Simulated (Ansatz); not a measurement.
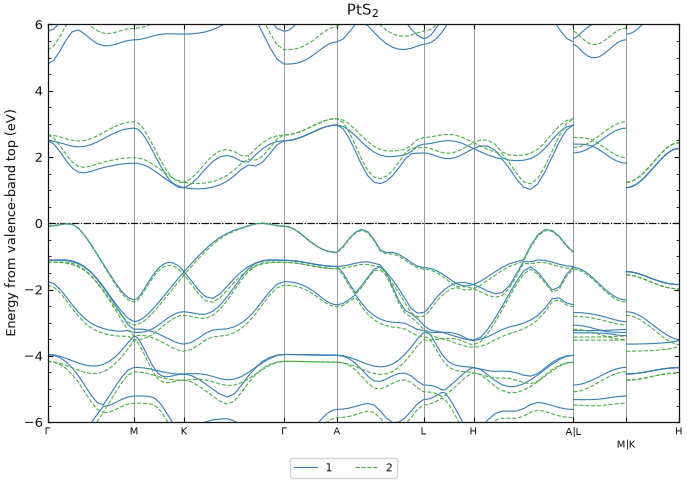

Band structures of CdI2-type PtS₂, space group P-3m1, 3 atoms in the cell (a = 3.543 Å, c = 5.039 Å (hexagonal axes)), by two methods on the same cell. Each is counted from its own valence-band top.

Q: Which curve is which? The methods: PBE, r2SCAN.

A: 1 is PBE; 2 is r2SCAN. PBE gives a gap of 1.02 eV along the path and r2SCAN gives a gap of 1.19 eV along the path.

Settings. PBE: Ansatz PAW, no spin polarisation, no spin-orbit coupling, 9×9×5 k mesh, 420 eV cutoff, Fermi-Dirac smearing of 0.05 eV (Ansatz 0.2.0). r2SCAN: Ansatz PAW, no spin polarisation, no spin-orbit coupling, 9×9×5 k mesh, 500 eV cutoff, Fermi-Dirac smearing of 0.05 eV (Ansatz 0.2.0).

Points of the k mesh that the path doesn't sample narrow the gap to 0.99 eV (PBE). The cell is at 12 GPa in PBE and 9 GPa in r2SCAN. Spin-orbit coupling is left out, which matters for Pt. LDA, GGA and most meta-GGA functionals understate gaps. r2SCAN: the PAW data sets were made with another functional.
